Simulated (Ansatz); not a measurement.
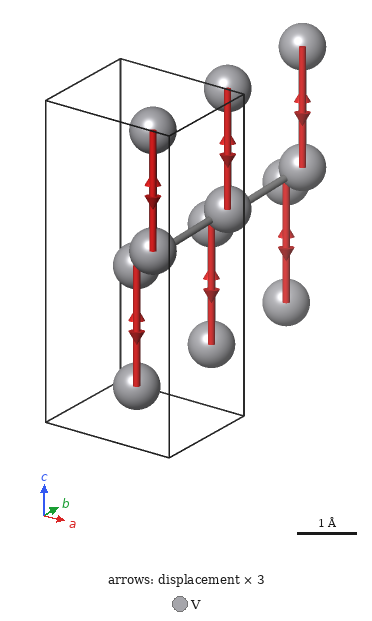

This is a relaxation of a crystal of V (built on the lonsdaleite_194 type) (coarse preliminary run). The starting structure is drawn; red arrows show the displacements (the part carried along by the change of the cell is left out), 3 times their true length.

Style: ball-and-stick. Shown: the cell of the calculation, repeated 1 × 3 × 1 with one cell outlined, slightly off an axis.

Case: lonsdaleite type (P6_3/mmc, No. 194).

All numbers below come from Ansatz, DFT PBEsol, scalar-relativistic, plane waves, PAW. (plane-wave cutoff 420 eV; k-point mesh 6 × 6 × 4; occupations gaussian; smearing width 0.1 eV; no spin polarisation; cell and atoms relaxed; force threshold 0.04 eV/Å; at most 70 steps)

### Describe the change and its energy.

The largest moves relative to the cell, 0.46 Å, are those of V atoms. Cell: a = b 3.406 → 2.755 Å (−19.1 %), c 5.619 → 8.161 Å (+45.2 %). Volume −5.0 %. Among the contacts that change: V–V 3.406 → 2.755 Å, V–V 2.088 → 2.515 Å, V–V 2.107 → 2.133 Å. The space group stays P6_3/mmc (No. 194). The energy falls by 2232 meV per atom in 18 accepted moves (23 points after the start). The largest force component goes from 0.81 to 0.0027 eV/Å. The pressure goes from 21.00 to 0.04 GPa. The line search rejected the trial steps at points 11, 19 of the run. The SCF was repeated 3 times at an unchanged geometry on a basis and grid sized afresh for the cell, which shifted the energy by 117 meV per atom at most. The run took about 50 core-seconds on a shared host.
